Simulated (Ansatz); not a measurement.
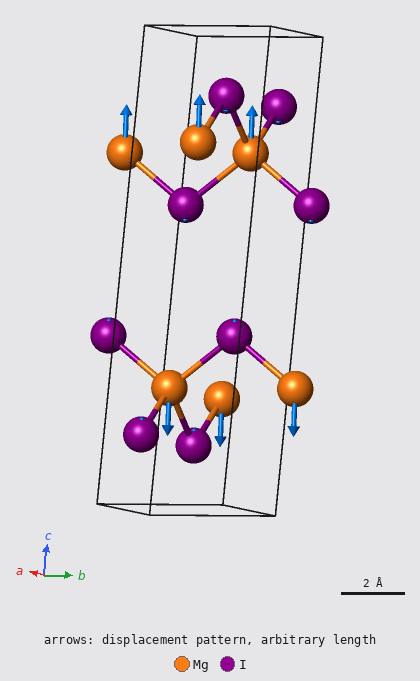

One vibrational mode of solid MgI$_{2}$ (a generated structure) at the zone centre. Displacements are drawn as blue arrows; their common scale and sign are arbitrary. A ball-and-stick model of the conventional cell, seen from a free direction. Lengths and directions refer to the drawn axes.

Computed with Ansatz 0.2.0, DFT PBE, scalar-relativistic, plane waves, PAW.

Input
```yaml
crystal:
  lattice:
    - [4.3993570016, 0.0009558871, -0.0539322361]
    - [-0.0008003227, 4.3998122873, -0.0098106197]
    - [-1.3300382295, -1.6313023994, 15.3950023779]
  atoms:
    - { symbol: Mg, position: [0.6689218007, 0.3420804217, 0.749296834] }
    - { symbol: Mg, position: [0.3310781993, 0.6579195783, 0.250703166] }
    - { symbol: I, position: [0.2067494547, 0.3832893625, 0.8587617272] }
    - { symbol: I, position: [0.7932505453, 0.6167106375, 0.1412382728] }
    - { symbol: I, position: [0.6313267724, 0.8006637807, 0.6398424381] }
    - { symbol: I, position: [0.3686732276, 0.1993362193, 0.3601575619] }
basis:
  ecutwfc: 420
kpoints:
  mp_grid: { grid: [6, 6, 2] }
hamiltonian:
  xc: pbe
scf:
  occupations: { method: fixed }
output:
  eigenvalues: true
phonons:
  method: dfpt
  dielectric: true
  rigid_motions: translations
  eigenvectors: true
  qmesh: [2, 2, 1]
  temperatures: { t_max: 1000, t_step: 100 }
  qpath:
    path:
      - [[0.0, 0.0, 0.0], [0.5, 0.0, 0.0]]
      - [[0.0, 0.5, 0.0], [0.0, 0.0, 0.0], [0.0, 0.0, 0.5]]
      - [[-0.5, -0.5, 0.5], [0.0, 0.0, 0.0], [0.0, -0.5, 0.5]]
      - [[-0.5, 0.0, 0.5], [0.0, 0.0, 0.0], [0.5, -0.5, 0.0]]
    npoints: 8
```

Run as
```bash
ansatz run input.yaml --threads 4 --pin off --max-ram 8192MiB --backend cpu --events-out ev --progress --plain --runs-dir out
```

Frequencies are those without the non-analytic (LO–TO) term.

Give the symmetry, activity and frequency of this mode.

This is the A_g mode at 305 cm⁻¹, the highest optical level, Raman-active by symmetry. All motion is along [1 1 −3]; atoms of one kind move against one another, with no net shift of any sublattice; the kinetic energy is shared as Mg 91 %, I 9 %.
